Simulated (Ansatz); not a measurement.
Consider MgSi₁₆ (cell charge +1, with a compensating background) (cell with a defect).

```
Si Mg
1.0
     0.00000    5.47009   -5.47009
     5.47009    5.47009    0.00000
     5.47009    0.00000   -5.47009
Si Mg
16 1
Direct
  0.12936 0.12623 0.13131
  0.12959 0.60862 0.13100
  0.61215 0.12620 0.13098
  0.62627 0.62302 0.12345
  0.12978 0.12643 0.61330
  0.12184 0.62285 0.62787
  0.62647 0.11853 0.62783
  0.62632 0.62309 0.62787
  0.25429 0.74256 0.25589
  0.25039 0.24685 0.25147
  0.74601 0.74272 0.25598
  0.74582 0.25105 0.25587
  0.25434 0.74280 0.74734
  0.25450 0.25089 0.74771
  0.75015 0.74688 0.75183
  0.74621 0.25111 0.74742
  0.00046 0.99676 0.00149
```

The program warned that a starting moment wasn't kept; spin-polarised, but the moments vanished.

Level of theory: DFT PBE, scalar-relativistic, plane waves, PAW (Ansatz).

### What can the converged valence pseudo-density and electron localisation function tell about the bonding?

Si–Si (2.29 Å): ρ at the midpoint is about 0.62 e/Å³; the ELF peaks at about 0.95 between the atoms.
Mg–Si (2.45 Å): the density is about 0.26 e/Å³ at the midpoint; the ELF peaks at about 0.60 in the valence shell of Si, 1.0 Å from its nucleus, and is about 0.50 at the midpoint.
Si–Si (2.35 Å): ρ at the midpoint is about 0.58 e/Å³; the ELF peaks at about 0.95 between the atoms; a shared electron pair.
Si–Si (2.42 Å): the density is about 0.51 e/Å³ at the midpoint; the ELF peaks at about 0.95 between the atoms.

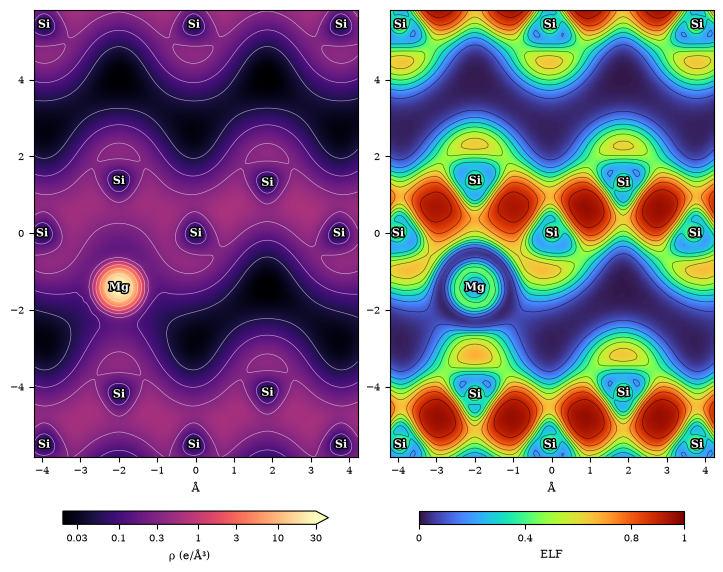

Computed valence pseudo-density and electron localisation function on the (101̄) plane of the calculation cell, in this order. 

In a PAW calculation such maps are meaningful between the atoms, not at the nuclei.
